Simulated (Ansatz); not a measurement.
## What a change does: single-point calculation on InSb

System: InSb (2 atoms in the cell).
Method of the first run: DFT PBE, scalar-relativistic, plane waves, PAW, no spin polarisation (Ansatz 0.2.0).

Text and figures count atoms from 1; the logs count them from 0 in places.

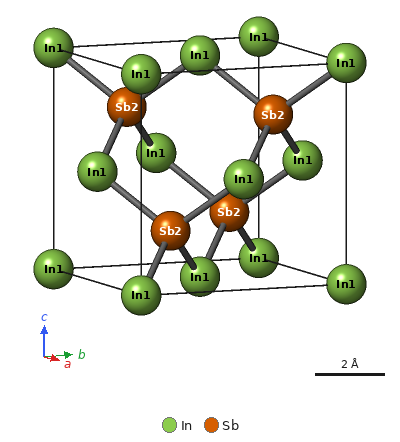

The structure (ball-and-stick view of the cell 4 times as large as that of the calculation, set on its symmetry axes, seen slightly off an axis; atoms are numbered from 1 in the order of the input). An atom can appear more than once, as a periodic image. Near neighbours in the periodic cell (some may lie outside the picture): In has 4 Sb at 2.82 Å; Sb has 4 In at 2.82 Å.

Input, the first run:
```yaml
crystal:
  lattice:
    - [0.0, 3.2578483799, 3.2578483799]
    - [3.2578483799, 0.0, 3.2578483799]
    - [3.2578483799, 3.2578483799, 0.0]
  atoms:
    - { symbol: In, position: [0.0, 0.0, 0.0] }
    - { symbol: Sb, position: [0.25, 0.25, 0.25] }
basis:
  ecutwfc: 420
kpoints:
  mp_grid: { grid: [4, 4, 4] }
hamiltonian:
  xc: pbe
scf:
  occupations: { method: gaussian, width: 0.05 }
output:
  forces: true
  stress: true
  eigenvalues: true
```

Launched with:
```bash
ansatz run input.yaml --threads 4 --pin off --max-ram 12288MiB --backend cpu --events-out ev --progress --plain --runs-dir out
```

Hardware: 4 threads of Intel Xeon @ 2.50GHz (Skylake/Cascade Lake), 189 GiB of memory available, shared host.

Output, shortened to warnings, some set-up lines, iterations and results (the first run):
```
Basis set: ecut = 420 eV, 1363 PW (Γ), exchange–correlation on 64×64×64 points (8 copies of the dense FFT grid, shifted against one another)
Symmetry: 24 space group operations
k-points: 8 of 64 (time reversal used)
Initial density: superposition of atomic densities (neutral atoms: chi_scale 0, normalization atom), corrected by the library's trained network
[...]
SCF iter   1: F=—  HF=-12082.417182 eV  |F-HF|=—  |Δ(HF+E_count)|=         —  Δρ=1.05e-3  dr2=1.24e-3  ethr=1.77e-3  ⟨swp⟩=6.1  Hψ=754  notcnv=0
SCF iter   2: F=—  HF=-12082.415339 eV  |F-HF|=—  |Δ(HF+E_count)|=   1.84e-3  Δρ=6.54e-4  dr2=2.34e-4  ethr=4.43e-6  ⟨swp⟩=3.1  Hψ=375  notcnv=0
SCF iter   3: F=—  HF=-12082.415320 eV  |F-HF|=—  |Δ(HF+E_count)|=   1.88e-5  Δρ=2.24e-4  dr2=2.56e-5  ethr=8.35e-7  ⟨swp⟩=2.0  Hψ=204  notcnv=0
SCF iter   4: F=—  HF=-12082.415398 eV  |F-HF|=—  |Δ(HF+E_count)|=   7.83e-5  Δρ=9.00e-5  dr2=3.97e-6  ethr=9.15e-8  ⟨swp⟩=2.0  Hψ=236  notcnv=0
SCF iter   5: F=—  HF=-12082.415400 eV  |F-HF|=—  |Δ(HF+E_count)|=   1.73e-6  Δρ=2.19e-5  dr2=4.21e-7  ethr=1.42e-8  ⟨swp⟩=2.0  Hψ=257  notcnv=0
SCF iter   6: F=-12082.415400 eV  HF=-12082.415400 eV  |F-HF|=3.79e-8  |Δ(HF+E_count)|=   5.66e-7  Δρ=3.27e-6  dr2=9.26e-9  ethr=3.57e-10  ⟨swp⟩=6.9  Hψ=713  notcnv=0
SCF 1 converged in 6 iterations: F = -12082.415400 eV  dr2 = 9.26e-9
SCF converged after 6 iterations
Free energy (F): -12082.415400 eV
Harris-Foulkes:  -12082.415400 eV  (|F-HF|=3.79e-8)
Internal energy: -12082.414195 eV  (E = F + TS)
E sigma→0 (E₀):  -12082.414798 eV
Entropy (-TS):   -0.001205 eV (-0.603 meV/atom)
Fermi energy:    7.220964 eV
--- Per-component energies (eV) ---
  E_band       = -264.234309
  E_kinetic    = 450.998941
  E_local      = -3223.525657  (includes V_loc(G=0)·N_el)
  E_nonlocal   = 730.085341
  E_hartree    = 1387.072648
  E_xc         = -353.674313
  E_vxc        = -195.505482  (∫ρ·V_xc dr)
  E_paw        = -8731.672686  (= ΣΔE_a)
  E_vpaw       = -800.435421  (= ΣTr[D̂ρ^β])
  E_aug_tail   = 0.000024  (compensation charges beyond the density's cutoff)
  E_ewald      = -2341.698493
  E_smearing   = -0.001205  (= −TS)
  E_closure    = -0.000000  (closes the sum)
  Σ components = -12082.415400   (vs F -12082.415400, Δ=0.00e0)
--- Forces (eV/Å), atoms counted from 1 ---
  atom   1  In     0.00000000     0.00000000     0.00000000
  atom   2  Sb    -0.00000000     0.00000000     0.00000000
  max |Σ_I F_I| component: 6.01e-17 eV/Å
--- Stress (GPa, compression-positive) ---
        2.793872      -0.000000      -0.000000
        0.000000       2.793872       0.000000
       -0.000000       0.000000       2.793872
  P = ⅓ Tr σ = 2.7939 GPa (27.939 kbar)
```

For the second run the input was changed thus:
```diff
-    - [0.0, 3.2578483799, 3.2578483799]
-    - [3.2578483799, 0.0, 3.2578483799]
-    - [3.2578483799, 3.2578483799, 0.0]
+    - [0.0, 3.2216145021, 3.2216145021]
+    - [3.2216145021, 0.0, 3.2216145021]
+    - [3.2216145021, 3.2216145021, 0.0]
-  mp_grid: { grid: [4, 4, 4] }
+  mp_grid: { grid: [6, 6, 6] }
```

How does the second run compare with the first run?

With the same functional and potentials, the second run lies 39.3 meV per atom lower (other lines of the input change too). The pressure goes from 2.79 to 4.09 GPa. The volume per atom goes from 34.58 to 33.44 Å³. The number of SCF iterations is the same. The irreducible k-points go from 8 to 16. The plane waves at Γ go from 1363 to 1291.

Output, shortened to warnings, some set-up lines, iterations and results (the second run):
```
Basis set: ecut = 420 eV, 1291 PW (Γ), exchange–correlation on 64×64×64 points (8 copies of the dense FFT grid, shifted against one another)
Symmetry: 24 space group operations
k-points: 16 of 216 (time reversal used)
Initial density: superposition of atomic densities (neutral atoms: chi_scale 0, normalization atom), corrected by the library's trained network
[...]
SCF iter   1: F=—  HF=-12082.496691 eV  |F-HF|=—  |Δ(HF+E_count)|=         —  Δρ=1.68e-3  dr2=4.40e-3  ethr=1.77e-3  ⟨swp⟩=6.1  Hψ=1523  notcnv=0
SCF iter   2: F=—  HF=-12082.493998 eV  |F-HF|=—  |Δ(HF+E_count)|=   2.69e-3  Δρ=8.33e-4  dr2=4.74e-4  ethr=1.57e-5  ⟨swp⟩=2.0  Hψ=623  notcnv=0
SCF iter   3: F=—  HF=-12082.494000 eV  |F-HF|=—  |Δ(HF+E_count)|=   2.04e-6  Δρ=2.28e-4  dr2=4.68e-5  ethr=1.69e-6  ⟨swp⟩=2.0  Hψ=430  notcnv=0
SCF iter   4: F=—  HF=-12082.494078 eV  |F-HF|=—  |Δ(HF+E_count)|=   7.85e-5  Δρ=9.46e-5  dr2=8.49e-6  ethr=1.67e-7  ⟨swp⟩=2.0  Hψ=351  notcnv=0
SCF iter   5: F=—  HF=-12082.494097 eV  |F-HF|=—  |Δ(HF+E_count)|=   1.84e-5  Δρ=1.43e-5  dr2=1.90e-7  ethr=3.03e-8  ⟨swp⟩=2.0  Hψ=353  notcnv=0
SCF iter   6: F=-12082.494097 eV  HF=-12082.494097 eV  |F-HF|=3.69e-9  |Δ(HF+E_count)|=   5.32e-7  Δρ=1.45e-6  dr2=1.76e-9  ethr=3.57e-10  ⟨swp⟩=6.8  Hψ=1367  notcnv=0
SCF 1 converged in 6 iterations: F = -12082.494097 eV  dr2 = 1.76e-9
SCF converged after 6 iterations
Free energy (F): -12082.494097 eV
Harris-Foulkes:  -12082.494097 eV  (|F-HF|=3.69e-9)
Internal energy: -12082.493740 eV  (E = F + TS)
E sigma→0 (E₀):  -12082.493918 eV
Entropy (-TS):   -0.000358 eV (-0.179 meV/atom)
Fermi energy:    7.622178 eV
--- Per-component energies (eV) ---
  E_band       = -255.275127
  E_kinetic    = 451.543972
  E_local      = -3180.330883  (includes V_loc(G=0)·N_el)
  E_nonlocal   = 730.129596
  E_hartree    = 1369.884634
  E_xc         = -354.045971
  E_vxc        = -196.014430  (∫ρ·V_xc dr)
  E_paw        = -8731.639259  (= ΣΔE_a)
  E_vpaw       = -800.374086  (= ΣTr[D̂ρ^β])
  E_aug_tail   = 0.000024  (compensation charges beyond the density's cutoff)
  E_ewald      = -2368.035852
  E_smearing   = -0.000358  (= −TS)
  E_closure    = 0.000000  (closes the sum)
  Σ components = -12082.494097   (vs F -12082.494097, Δ=0.00e0)
--- Forces (eV/Å), atoms counted from 1 ---
  atom   1  In     0.00000000    -0.00000000    -0.00000000
  atom   2  Sb    -0.00000000     0.00000000    -0.00000000
  max |Σ_I F_I| component: 4.39e-17 eV/Å
--- Stress (GPa, compression-positive) ---
        4.094672       0.000000      -0.000000
        0.000000       4.094672       0.000000
       -0.000000       0.000000       4.094672
  P = ⅓ Tr σ = 4.0947 GPa (40.947 kbar)
```

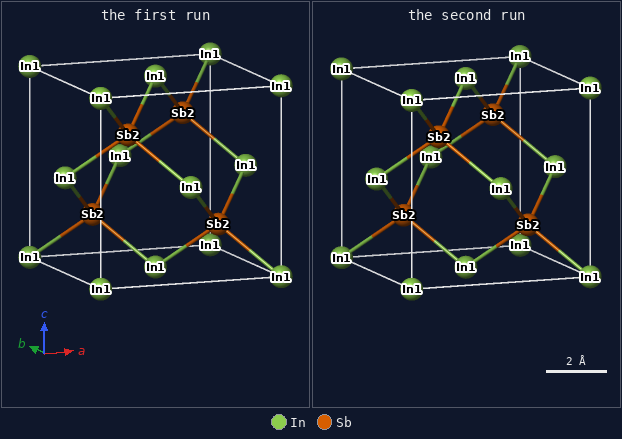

The two input geometries at one scale (ball-and-stick view of the cell 4 times as large as that of the calculation, set on its symmetry axes, seen slightly off an axis). No atom moves by more than 0.005 Å relative to the cell. The volume changes by −3.3 %, with a = b = c 6.516 → 6.443 Å (−1.1 %). Among the contacts that change: In1–Sb2 2.821 → 2.790 Å.

The two runs side by side:

| quantity | the first run | the second run |
| --- | --- | --- |
| outcome | converged | converged |
| free energy per atom (eV) | −6041.2077 | −6041.2470 |
| energy per atom, smearing taken to zero (eV) | −6041.2074 | −6041.2470 |
| gap on the mesh (eV) | 0.00 | 0.00 |
| pressure (GPa) | 2.79 | 4.09 |
| volume per atom (Å³) | 34.58 | 33.44 |
| largest force (eV/Å) | 0.000 | 0.000 |
| SCF iterations | 6 | 6 |
| irreducible k-points | 8 | 16 |
| plane waves at Γ | 1363 | 1291 |
| wall time (shared host) | 1.3 s | 1.7 s |
